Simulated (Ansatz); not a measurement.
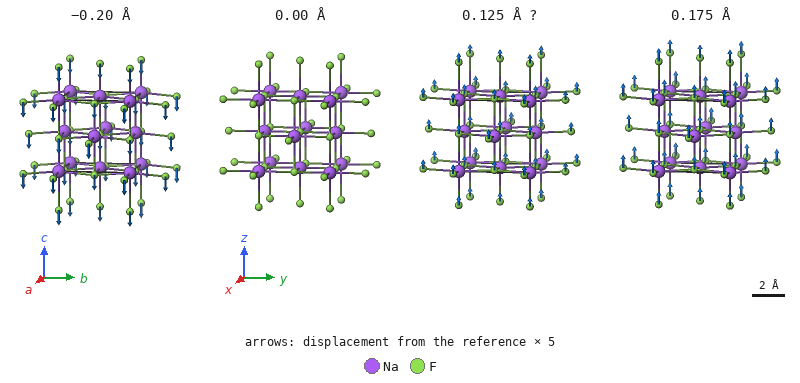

Energy scan for solid NaF (Fm-3m), in which the whole F sublattice is shifted rigidly, along Cartesian [0 0 1], all else fixed. The picture is a ball-and-stick view of the conventional cell (4 times the calculation's cell), seen along the a axis, with a slight tilt. Blue arrows: displacements from the reference. Lengths and directions refer to the drawn axes.

These are results of DFT PBE, scalar-relativistic, plane waves, PAW in Ansatz 0.2.0, not measurements. Settings: plane-wave cutoff 420 eV; k-point mesh 8 × 8 × 8; occupations gaussian; smearing width 0.05 eV; no spin polarisation. Energies (free energies at the smearing named) are counted from the cell as listed in its source, which wasn't relaxed.

```tsv
displacement (Å)	ΔE (meV/cell)
−0.200	51.0
−0.100	11.7
0.000	0.0
0.025	0.7
0.050	2.9
0.075	6.5
0.125	?
0.150	27.3
0.175	38.0
```

Fill in the missing row.

Answer. A straight line between the two neighbours gives 20.4 meV/cell. A cubic through the four nearest rows (0.050, 0.075, 0.150, 0.175) gives, with Lagrange weights, (−0.2000)(2.9) + (0.5000)(6.5) + (1.0000)(27.3) + (−0.3000)(38.0) = 18.6 meV/cell. The calculation gives 18.6 meV/cell, so the cubic is right to the digits shown and the straight line 1.8 meV/cell too high, as the curve bends upwards here.

The whole profile:

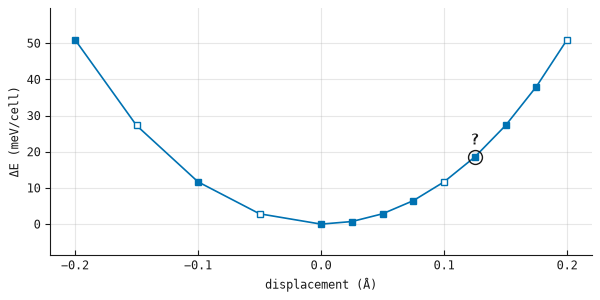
